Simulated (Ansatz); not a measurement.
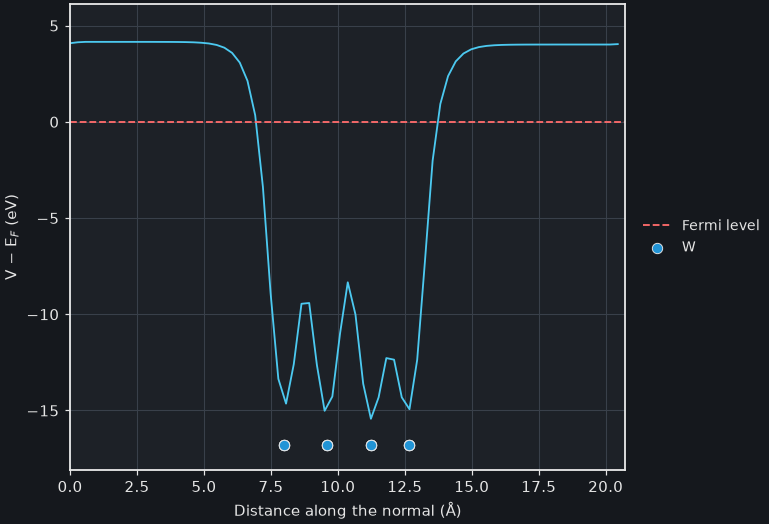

Plane-averaged electrostatic potential energy of an electron across the slab; circles at the bottom mark the heights of the atoms (positions after relaxation).

The Ansatz input:

```
crystal:
  lattice:
    - [6.3187499463, 0.0, 0.0]
    - [0.0, 6.3187499463, 0.0]
    - [0.0, 0.0, 20.7390624597]
  atoms:
    - { symbol: W, position: [0.25, 0.75, 0.3857454991] }
    - { symbol: W, position: [0.25, 0.25, 0.3857454991] }
    - { symbol: W, position: [0.75, 0.75, 0.3857454991] }
    - { symbol: W, position: [0.75, 0.25, 0.3857454991] }
    - { symbol: W, position: [0.5, 0.5, 0.4619151664] }
    - { symbol: W, position: [0.5, 0.0, 0.4619151664] }
    - { symbol: W, position: [0.0, 0.5, 0.4619151664] }
    - { symbol: W, position: [0.0, 0.0, 0.4619151664] }
    - { symbol: W, position: [0.75, 0.25, 0.5380848336] }
    - { symbol: W, position: [0.75, 0.75, 0.5380848336] }
    - { symbol: W, position: [0.25, 0.25, 0.5380848336] }
    - { symbol: W, position: [0.25, 0.75, 0.5380848336] }
    - { symbol: W, position: [0.0, 0.0, 0.6142545009] }
    - { symbol: W, position: [0.0, 0.5, 0.6142545009] }
    - { symbol: W, position: [0.5, 0.0, 0.6142545009] }
    - { symbol: W, position: [0.5, 0.5, 0.6142545009] }
basis:
  ecutwfc: 420
kpoints:
  mp_grid: { grid: [3, 3, 1] }
hamiltonian:
  xc: pbe
  dispersion: d3bj
scf:
  occupations: { method: gaussian, width: 0.1 }
output:
  forces: true
  eigenvalues: true
  write_density: true
  write_potential: true
  elf: true
  volumetric_format: npy
relax:
  adjacent_minimum: "off"
  f_tol: 0.03
  max_steps: 70
  constraints: [{ sites: [0, 1, 2, 3, 4, 5, 6, 7] }]
efield:
  axis: 3
  dipole_correction: true
  ramp_width: 0.04
```

Run as:
```bash
ansatz run input.yaml --threads 4 --pin off --max-ram 10240MiB --backend cpu --events-out ev --progress --plain --runs-dir out
```

What is the work function?

The work function is 4.02 eV at the right face and 4.16 eV at the left.

Do the two faces differ, and what does that say about the slab's dipole?

The vacuum levels differ by 0.14 eV, so the slab carries a dipole along its normal. Some atoms were held fixed in the relaxation, which can itself make the faces differ.

How thick are slab and vacuum?

The outermost atoms are 4.7 Å apart, which leaves 16.1 Å of vacuum in a cell 20.7 Å high.

Spin-orbit coupling is left out, which matters for W.
